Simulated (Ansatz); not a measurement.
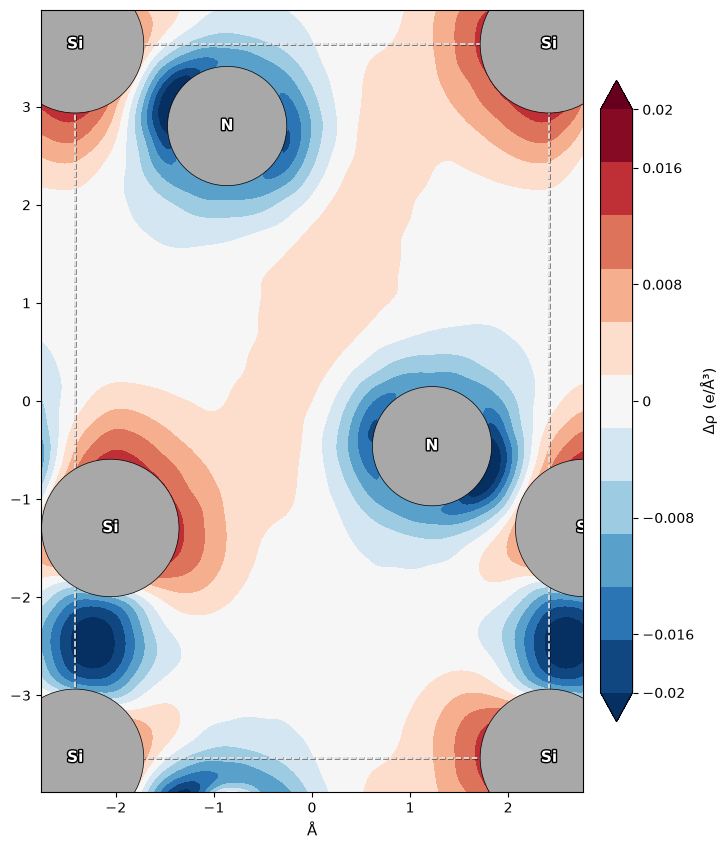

SiN. Difference of the valence pseudo-densities of two functionals at the same geometry, on the (001) plane of the calculation cell: PBE less r2SCAN.

Both computed with Ansatz (plane waves, PAW), on the same k-point mesh. Grey discs cover the atomic cores.

```
Si N
1.0
     4.83015    0.00000    0.00000
     0.00000    7.27424    0.00000
     0.00000    0.00000    2.90355
Si N
4 4
Direct
  0.96281 0.83893 0.00000
  0.46281 0.66107 0.50000
  0.03719 0.16107 0.00000
  0.53719 0.33893 0.50000
  0.28379 0.72433 0.00000
  0.78379 0.77567 0.50000
  0.71621 0.27567 0.00000
  0.21621 0.22433 0.50000
```

**What does the difference map show?**

Against r2SCAN, PBE gives less density around N (−0.013 e/Å³ on average at 0.8 Å from the nucleus) and a change of −0.010 e/Å³ at the midpoint of Si–N and −0.023 e/Å³ at the midpoint of Si–Si.
